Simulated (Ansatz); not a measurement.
Consider CdS.

Input

```
crystal:
  lattice:
    - [0.0, 2.95365, 2.91]
    - [2.91, 0.0, 2.91]
    - [2.91, 2.95365, 0.0]
  atoms:
    - { symbol: Cd, position: [0.0, 0.0, 0.0] }
    - { symbol: S, position: [0.75, 0.75, 0.75] }
basis:
  ecutwfc: 500
kpoints:
  mp_grid: { grid: [8, 8, 8] }
hamiltonian:
  xc: r2scan
scf:
  occupations: { method: gaussian, width: 0.05 }
output:
  forces: true
  stress: true
  eigenvalues: true
  write_density: true
  write_potential: true
  elf: true
  volumetric_format: npy
```

Run with:

```sh
ansatz run input.yaml --threads 1 --pin off --max-ram 2560MiB --backend cpu --events-out ev --progress --plain --runs-dir out
```

Below, planes, directions and counts refer to the conventional cell (a = 4.12 Å, b = 4.12 Å, c = 5.91 Å, α = 90.00°, β = 90.00°, γ = 90.00°).

Space group I-4m2; changed on purpose from its base cell (strain +0.0150 x Voigt [0, 1, 0, 0, 0, 0], atoms carried along).

Level of theory: DFT r2SCAN, scalar-relativistic, plane waves, PAW in Ansatz 0.2.0.

Predict the valence pseudo-density and electron localisation function between the atoms.

Answer. Cd–S (2.53 Å): ρ at the midpoint is about 0.41 e/Å³; the ELF peaks at about 0.90 in the valence shell of S, 0.8 Å from its nucleus, and is about 0.35 at the midpoint.

Does the calculation make it a metal, or give it a gap?

Answer. It is gapped, with a Kohn–Sham gap of 1.6 eV on the k-point mesh (the band edges may lie off the mesh, which would make the gap smaller).

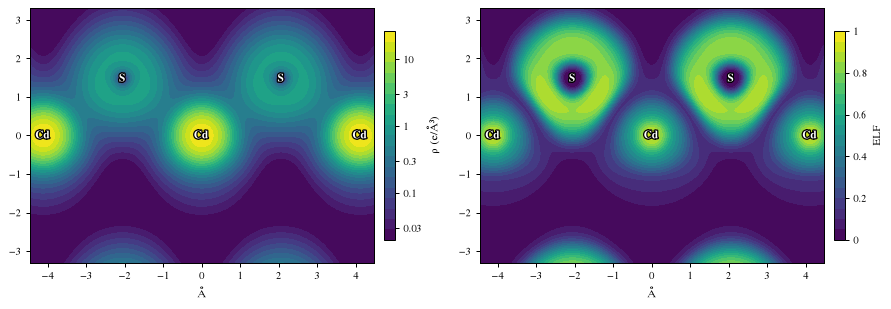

Computed valence pseudo-density and electron localisation function on the (010) plane of the conventional cell, in this order. 
